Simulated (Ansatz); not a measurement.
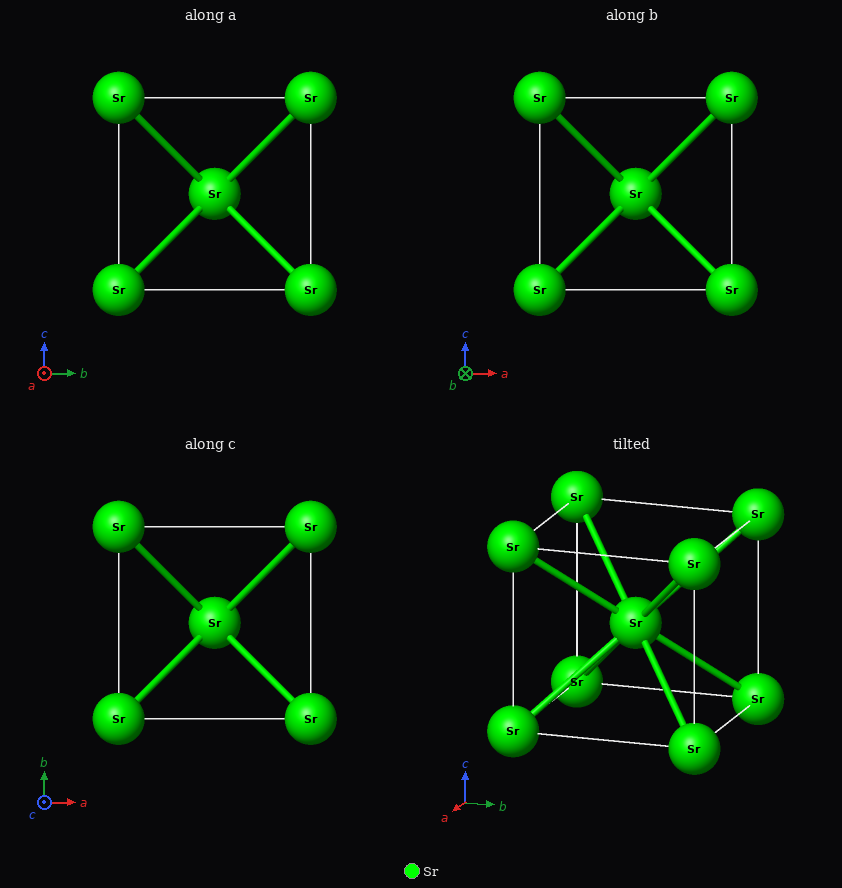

The image is a ball-and-stick drawing of a crystal, viewed along the a axis, along the b axis, along the c axis and slightly off an axis. The lines enclose the conventional unit cell; boundary atoms appear with their images.

Lattice parameters: a = 4.554 Å, b = 4.554 Å, c = 4.554 Å, α = 90.00°, β = 90.00°, γ = 90.00°.

**Give the structure in the form of a table of Wyckoff sites.**

Space group Im-3m (No. 229).
```csv
atom,site,x,y,z
Sr,2a,0.0000,0.0000,0.0000
```

The structure comes from a structure type filled with this element by a generator (whether the element takes this form wasn't checked). Earlier steps of the study may have refined or changed the cell and positions. A calculation with Ansatz used it as input.
